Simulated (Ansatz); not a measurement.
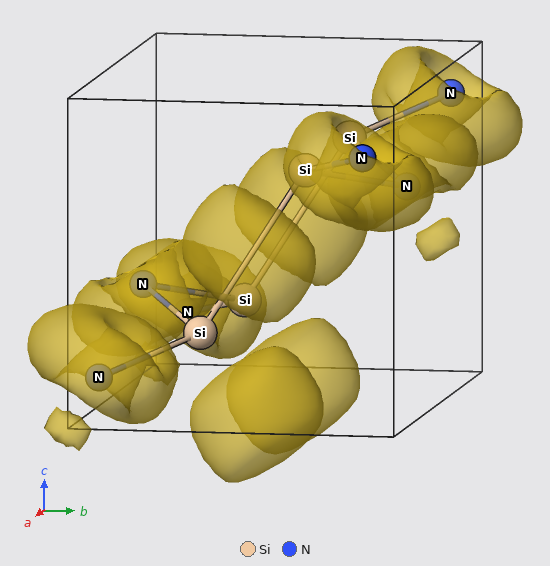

Figure 1: SiN. Isosurface of the electron localisation function at 0.75 (yellow), seen slightly off an axis. Core shells and regions of very low density are left out. Sticks mark near contacts.

Space group Pmna; a structure generated by program, which may or may not match a known phase.

The calculation used DFT PBE, scalar-relativistic, plane waves, PAW (Ansatz).

Q: Where are the electrons localised?

A: The surface consists of two regions between bonded N–N atoms (shared pairs), four regions between bonded Si–Si atoms (shared pairs) and four regions on N in which the atom's valence shell and bonds are merged, counted in one cell of 8 atoms. Regions shared between cells count once.

Values along the shortest contacts:
N–N (1.48 Å): the ELF peaks at about 0.85 between the atoms: a covalent bond. Si–N (1.79 Å): the ELF peaks at about 0.90 between the atoms, as expected for a shared but strongly polarised pair.

Q: Does the calculation give a band gap?

A: It is gapped, with a Kohn–Sham gap of 0.84 eV on the k-point mesh (the band edges may lie off the mesh, which would make the gap smaller).
